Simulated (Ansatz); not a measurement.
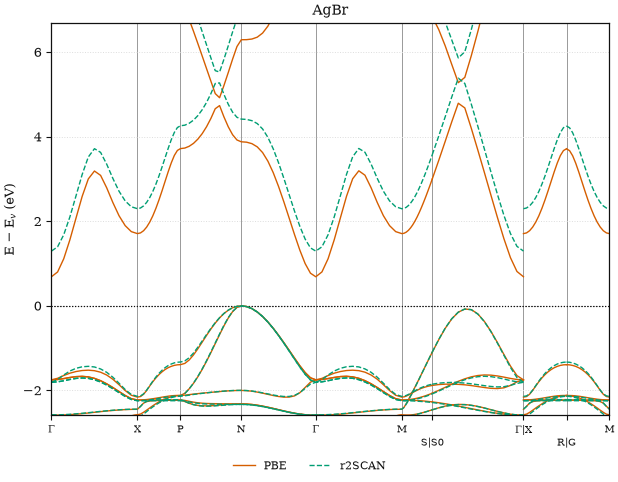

Band structures of AgBr, space group I4/mmm (No. 139), 2 atoms in the cell, by two methods on the same cell. Each is counted from its own valence-band top.

Q: What changes from one method to the other?

A: PBE gives a gap of 0.69 eV along the path and r2SCAN gives a gap of 1.29 eV along the path. Over the top 3 filled bands the two differ by 0.02 eV on average.

Settings. PBE: DFT PBE, scalar-relativistic, plane waves, PAW, no spin polarisation, 10×10×10 k mesh, 420 eV cutoff, Gaussian smearing of 0.02 eV (Ansatz 0.2.0). r2SCAN: DFT r2SCAN, scalar-relativistic, plane waves, PAW, no spin polarisation, 10×10×10 k mesh, 500 eV cutoff (Ansatz 0.2.0).

The structure is an invented one, so it need not be a known or stable phase.
